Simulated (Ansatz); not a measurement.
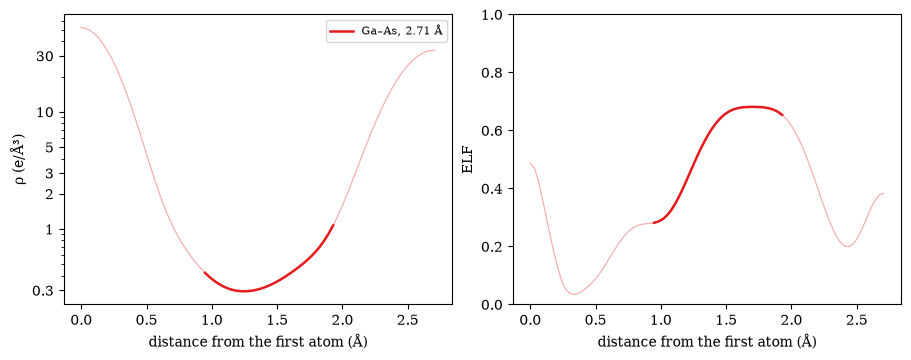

The picture shows: GaAs. Valence pseudo-density and ELF along straight lines between neighbouring atoms. Thin, pale parts lie inside the atomic spheres.

Space group P6₃/mmc; started from the NiAs prototype, which need not be the ambient phase.

These are results of DFT, PBE, plane waves, PAW (Ansatz 0.2.0), not measurements.

The density is the valence pseudo-density of a PAW calculation; it isn't the true density close to the nuclei.

What can be read from the curves?

Answer. Ga–As (2.71 Å): ρ is about 0.31 e/Å³ halfway; the ELF is about 0.60 at the midpoint.
